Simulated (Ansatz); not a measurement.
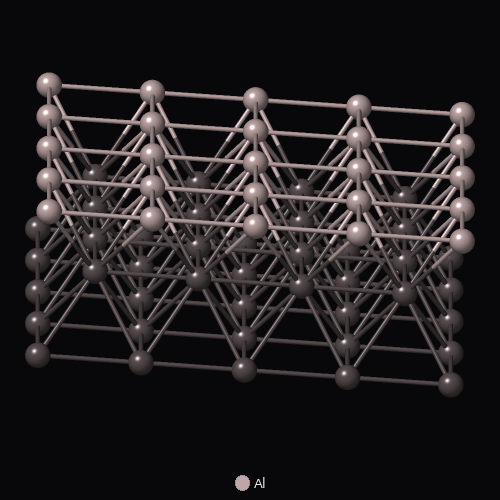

The system is O on an Al(100) slab cut from the Fm-3m phase, its upper half relaxed before the scan (12 atoms of substrate and one adsorbate in a 2 × 2 cell); the picture shows it without the atoms that are moved over the map. O is moved over the surface cell; relaxed at each place: the height of the adsorbate's atoms; substrate rigid; the origin of the map has the adsorbate above Al9. Places are given modulo a cell vector. The map is drawn in real space over the plane of the surface. The scan uses a 6 × 6 grid; 10 points were computed and 26 follow by symmetry. Places are given in fractions of the 1 × 1 surface cell. Energies: eV, counted from the lowest grid point. Level of theory: Ansatz 0.2.0, DFT PBE, scalar-relativistic, plane waves, PAW. Settings: cutoff 420 eV, k-mesh 5×5×1, gaussian smearing 0.1 eV, no spin polarisation.

Range: position of O13 along the first surface vector from 0.000 to 0.833; position of O13 along the second surface vector from 0.000 to 0.833.

**What will the energy surface look like?**

The lowest grid point is at a bridge site between two Al atoms, (0/6, 3/6) of the cell vectors; the map holds 2 wells of about this depth. The highest grid point, the top site over a surface Al atom, (0/6, 0/6) of the cell vectors, lies 1.91 eV above the lowest. On the interpolated surface the easiest way out of the lowest well to a well of about the same depth near a bridge site between two Al atoms, (3/6, 0/6) of the cell vectors passes a barrier of about 0.54 eV. At the lowest point the adsorbate has 2 Al at 1.76 Å as nearest neighbours, at the highest 1 Al at 1.66 Å. Its relaxed height above the top atom is 1.03 Å at the lowest and 1.66 Å at the highest point.

| second ↓, first → | 0/6 | 1/6 | 2/6 | 3/6 | 4/6 | 5/6 |
| --- | --- | --- | --- | --- | --- | --- |
| 5/6 | 1.74 | 1.58 | 0.98 | 0.09 | 0.98 | 1.58 |
| 4/6 | 1.04 | 0.98 | 0.72 | 0.38 | 0.72 | 0.98 |
| 3/6 | 0.00 | 0.09 | 0.38 | 0.65 | 0.38 | 0.09 |
| 2/6 | 1.04 | 0.98 | 0.72 | 0.38 | 0.72 | 0.98 |
| 1/6 | 1.74 | 1.58 | 0.98 | 0.09 | 0.98 | 1.58 |
| 0/6 | 1.91 | 1.74 | 1.04 | 0.00 | 1.04 | 1.74 |

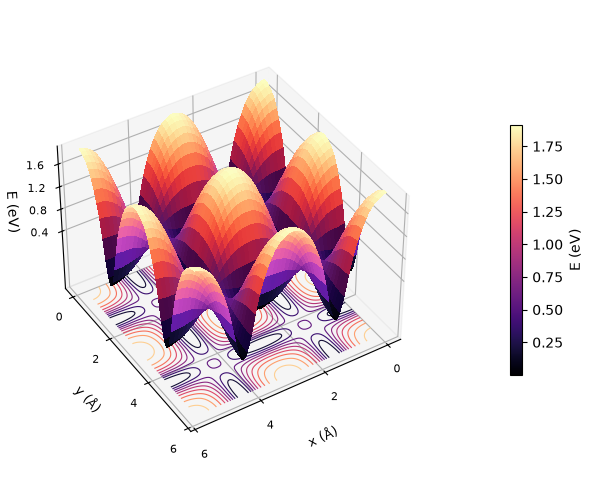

The picture shows a relief with its contours projected below, any walls above the top of the colour scale cut off. Between grid points the surface is interpolated.

Time for the 10 points that were run: 3.2 min on 4 threads of Arm Neoverse V1, with other jobs on the host.
